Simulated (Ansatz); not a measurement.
```
Mo
1.0
     3.14200    0.00000    0.00000
     0.00000    3.14200    0.00000
     0.00000    0.00000    3.14200
Mo
2
Direct
  0.00000 0.00000 0.00000
  0.50000 0.50000 0.50000
```

Space group Im-3m; computed pressure about 5 GPa in this cell; computed without spin polarisation; the program warned that the cutoff is below the recommended one.

All numbers below come from DFT, PBE, PAW with Ansatz's default frozen-core files, scalar-relativistic (Ansatz 0.2.0).

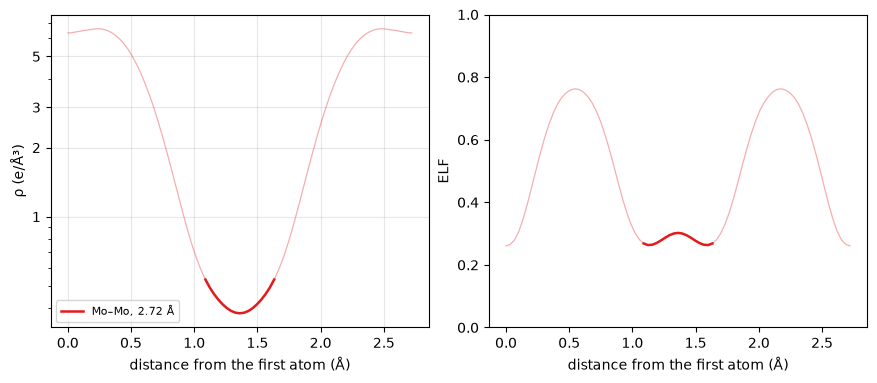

Mo. Valence electron density and electron localisation function along straight lines between neighbouring atoms. Thin, pale parts lie inside the atomic spheres.

The density is the valence pseudo-density of a PAW calculation; it isn't the true density close to the nuclei.

**What can be read from the curves?**

Mo–Mo (2.72 Å): ρ at the midpoint is about 0.38 e/Å³; the ELF is about 0.30 at the midpoint.
